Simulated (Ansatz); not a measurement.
This input was run:

```
crystal:
  lattice:
    - [3.1541000303, 0.0, 0.0]
    - [-1.5770500151, 2.7315307523, 0.0]
    - [0.0, 0.0, 32.7374894635]
  atoms:
    - { symbol: Se, position: [0.3333333333, 0.6666666667, 0.4485393955] }
    - { symbol: W, position: [0.6666666667, 0.3333333333, 0.5] }
    - { symbol: Se, position: [0.3333333333, 0.6666666667, 0.5514606045] }
  periodic: [true, true, false]
basis:
  ecutwfc: 420
kpoints:
  mp_grid: { grid: [12, 12, 1] }
  band_path:
    path:
      - [0, 0, 0]
      - [0.5, 0, 0]
      - [0.3333333333333, 0.3333333333333, 0]
      - [0, 0, 0]
    npoints: 8
hamiltonian:
  xc: pbe
  dispersion: d3bj
scf:
  occupations: { method: gaussian, width: 0.02 }
output:
  forces: true
  stress: true
  eigenvalues: true
  write_density: true
  write_potential: true
  elf: true
  volumetric_format: npy
relax:
  adjacent_minimum: "off"
  f_tol: 0.01
  max_steps: 40
```

Run as:
```bash
ansatz run input.yaml --threads 2 --pin off --max-ram 5120MiB --backend cpu --events-out ev --progress --plain --runs-dir out
```

What does the potential across the slab give for the band edges against vacuum?

From the vacuum level at the right face the ionisation potential is 4.92 eV and the electron affinity 3.50 eV; the left face gives the same. The slab's gap, their difference before rounding, is 1.42 eV. The two vacuum levels agree, so the slab has no net dipole along its normal. The outermost atoms are 3.5 Å apart, which leaves 29.3 Å of vacuum in a cell 32.7 Å high.

Spin-orbit coupling is left out, which matters for W.

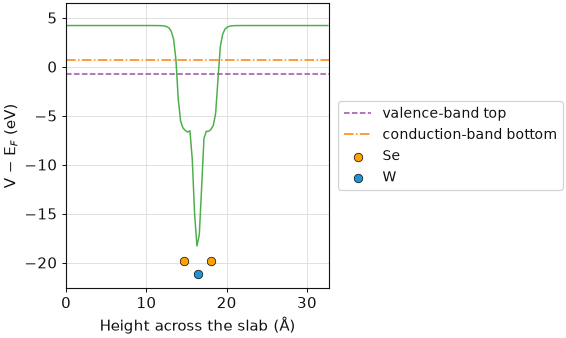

Plane-averaged electrostatic potential energy of an electron across the slab; circles at the bottom mark the heights of the atoms (positions after relaxation).
